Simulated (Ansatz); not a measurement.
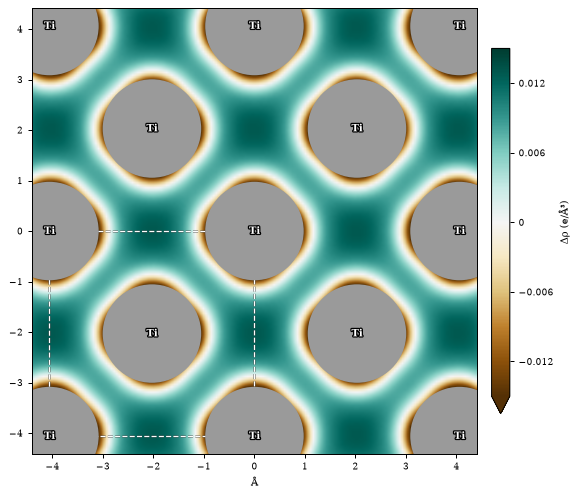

Ti: difference of two self-consistent densities at the same geometry, ρ(HSE06) − ρ(PBE), on the (100) plane of the conventional cell. Grey discs cover the cores, where the PAW densities can't be compared. Cores are masked to 1.0 Å (Ti).

Space group Fm-3m. This isn't the usual form at ambient conditions.

Both runs: Ansatz, scalar-relativistic, plane waves and PAW, same cutoff, k-points and PAW files (made with PBE).

```
CELL_PARAMETERS angstrom
4.06000 0.00000 0.00000
0.00000 4.06000 0.00000
0.00000 0.00000 4.06000
ATOMIC_POSITIONS crystal
Ti 0.00000 0.00000 0.00000
Ti 0.50000 0.50000 0.00000
Ti 0.50000 0.00000 0.50000
Ti 0.00000 0.50000 0.50000
```

How does the change of level move the electrons?

Answer. Against PBE, and outside the masked cores, the largest gain, 0.016 e/Å³, lies 1.8 Å from a titanium nucleus, and the largest loss lies at the edge of the masked core of Ti.
At this volume the pressure is 4 GPa with PBE and roughly 4 GPa with HSE06.

Run times: 100 s (HSE06) and 2.3 s (base cell), on 2 threads of Intel(R) Xeon(R) Platinum 8488C (Sapphire Rapids), on a shared host.
